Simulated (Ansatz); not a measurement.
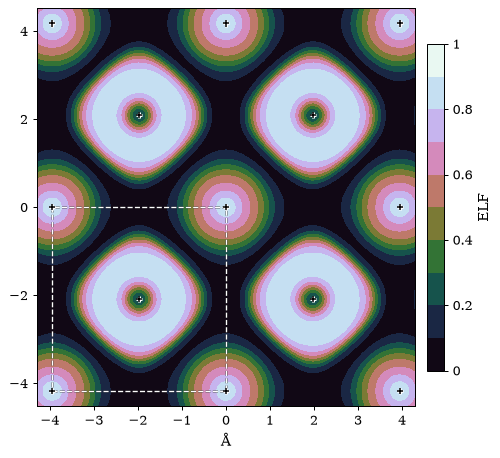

The ELF on a plane through atoms (crosses mark nuclei in the plane).

Level of theory: DFT, HSE06, plane waves, PAW (Ansatz 0.2.0).

Candidates:
A. RbBr, a = 4.82 Å, b = 4.82 Å, c = 6.95 Å, α = 90.00°, β = 90.00°, γ = 90.00°. Space group I4/mmm; started from the rocksalt prototype, which need not be the ambient phase; changed on purpose from its base cell (epitaxial xy strain -1.5%).
B. AgCl, a = 3.95 Å, b = 11.77 Å, c = 4.18 Å, α = 90.00°, β = 90.00°, γ = 90.00°. Space group Cmcm; a structure from a database of computed crystals, not necessarily the ambient phase; started from the database structure prototype, which need not be the ambient phase; changed on purpose from its base cell (hydrostatic strain +5.9%); computed pressure about −3 GPa in this cell.
C. KI, a = 4.63 Å, b = 4.63 Å, c = 8.12 Å, α = 90.00°, β = 90.00°, γ = 120.00°. Space group P6₃/mmc; a structure from a database of computed crystals, not necessarily the ambient phase; started from the database structure prototype, which need not be the ambient phase; changed on purpose from its base cell (hydrostatic strain -5.5%); computed pressure about 3 GPa in this cell.

Q: Which system is this?

A: Candidate B: AgCl on the (010) plane of the conventional cell, which holds Ag and Cl. Ag–Cl (2.87 Å): the ELF peaks at about 0.85 in the valence shell of Cl, 0.8 Å from its nucleus, and drops to about 0.10 between the two atoms (no localised pair shows between them).
